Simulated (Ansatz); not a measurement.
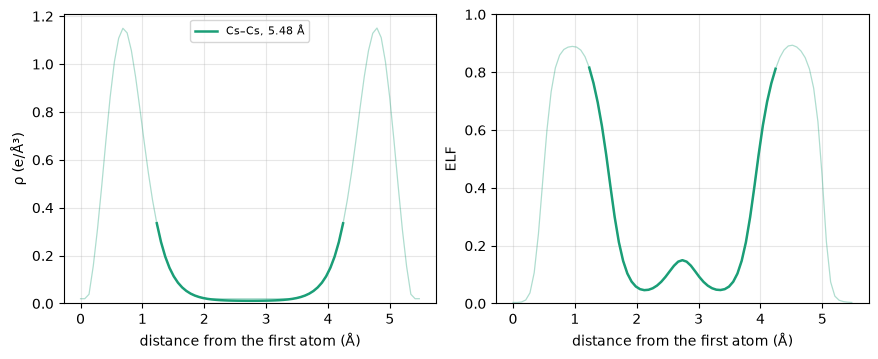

Figure 1: Cs. Valence electron density and ELF along straight lines between neighbouring atoms. Thin, pale parts lie inside the atomic spheres.

Space group R-3m; a generated structure, not necessarily the stable one; computed without spin polarisation.

Method: DFT PBE, scalar-relativistic, plane waves, PAW (Ansatz).

Core electrons are frozen (PAW), and the valence fields are smoothed inside the atomic spheres.

```yaml
crystal:
  lattice:
    - [2.73805, 4.74245, 0.00000]
    - [-5.47611, 0.00000, 0.00000]
    - [0.00000, 0.00000, 40.53385]
  atoms:
    - { symbol: Cs, position: [0.00000, 0.00000, 0.00000] }
    - { symbol: Cs, position: [0.66667, 0.33333, 0.11111] }
    - { symbol: Cs, position: [0.00000, 0.00000, 0.22222] }
    - { symbol: Cs, position: [0.66667, 0.33333, 0.33333] }
    - { symbol: Cs, position: [0.33333, 0.66667, 0.44444] }
    - { symbol: Cs, position: [0.66667, 0.33333, 0.55556] }
    - { symbol: Cs, position: [0.33333, 0.66667, 0.66667] }
    - { symbol: Cs, position: [0.00000, 0.00000, 0.77778] }
    - { symbol: Cs, position: [0.33333, 0.66667, 0.88889] }
```

What can be read from the curves?

Cs–Cs (5.48 Å): the density is about 0.01 e/Å³ at the midpoint; the ELF is about 0.15 at the midpoint: no shared electron pair shows on this line.
